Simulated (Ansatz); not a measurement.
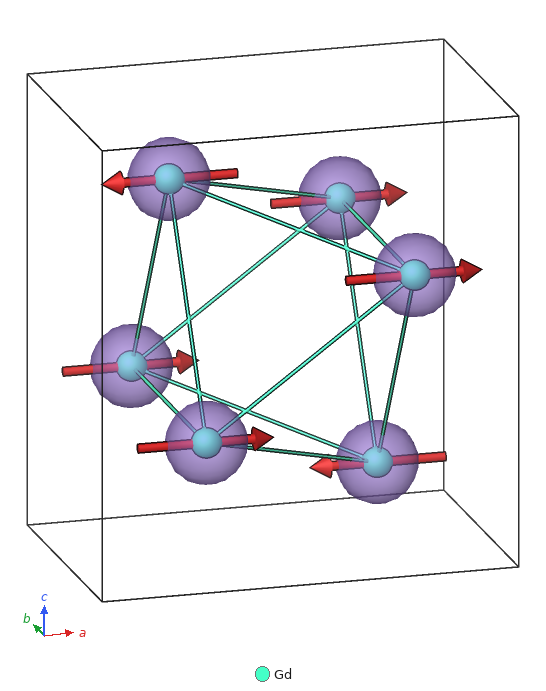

Gd. Isosurface of the size of the magnetisation density at 3 e/Å³ (purple), with the spin moments of the magnetic sites as arrows; seen at an oblique angle.

Space group P6₃/mmc.

Method: DFT, PBE, PAW with Ansatz's default frozen-core files, fully relativistic files with spin-orbit coupling (Ansatz 0.2.0).

In a PAW calculation such maps are meaningful between the atoms, not at the nuclei.

```cif
data_structure
_symmetry_space_group_name_H-M 'P 1'
_symmetry_Int_Tables_number 1
_cell_length_a 5.7826
_cell_length_b 3.6360
_cell_length_c 6.2977
_cell_angle_alpha 90.000
_cell_angle_beta 90.000
_cell_angle_gamma 90.000
_cell_volume 132.41
loop_
_atom_site_label
_atom_site_type_symbol
_atom_site_fract_x
_atom_site_fract_y
_atom_site_fract_z
_atom_site_occupancy
Gd1 Gd 0.25000 0.00000 0.33333 1
Gd2 Gd 0.25000 0.50000 0.83333 1
Gd3 Gd 0.75000 0.50000 0.16667 1
Gd4 Gd 0.75000 0.00000 0.66667 1
```

### How are the spin moments arranged, and how large are they?

Spin moments: Gd 6.7 μB. They are collinear, and cancel (antiferromagnetic), along [1 0 0] of the cell.
